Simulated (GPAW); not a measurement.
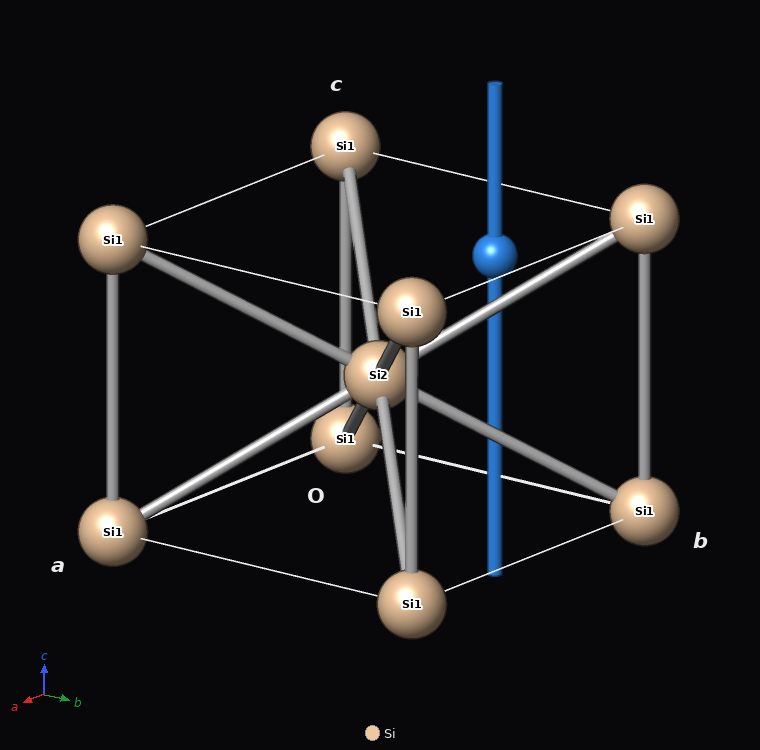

The coloured rod is the axis of a symmetry operation of the crystal, the small sphere its inversion point. Crystal: Si, a cell listed in the Materials Project, as set up for an electronic-structure calculation. The drawing is computed from the coordinates (standard cell, symmetry found to 0.002 Å).

a = 3.254 Å, b = 3.254 Å, c = 2.641 Å, α = 90.00°, β = 90.00°, γ = 90.00°.

```
atom       x       y       z
 Si1  0.0000  0.0000  0.0000
 Si2  0.5000  0.5000  0.5000
```

Take the operation x, y, z → −y+1/2, x+1/2, −z+3/2.

Question: What kind of operation is it, and where does it lie?

Answer: It is a −4 rotoinversion axis with its inversion point at (0, 1/2, 3/4), along [0 0 1].

Question: Onto which atom does it carry each atom (up to whole multiples of a, b and c)?

Answer: Si1 → Si2, Si2 → Si1.
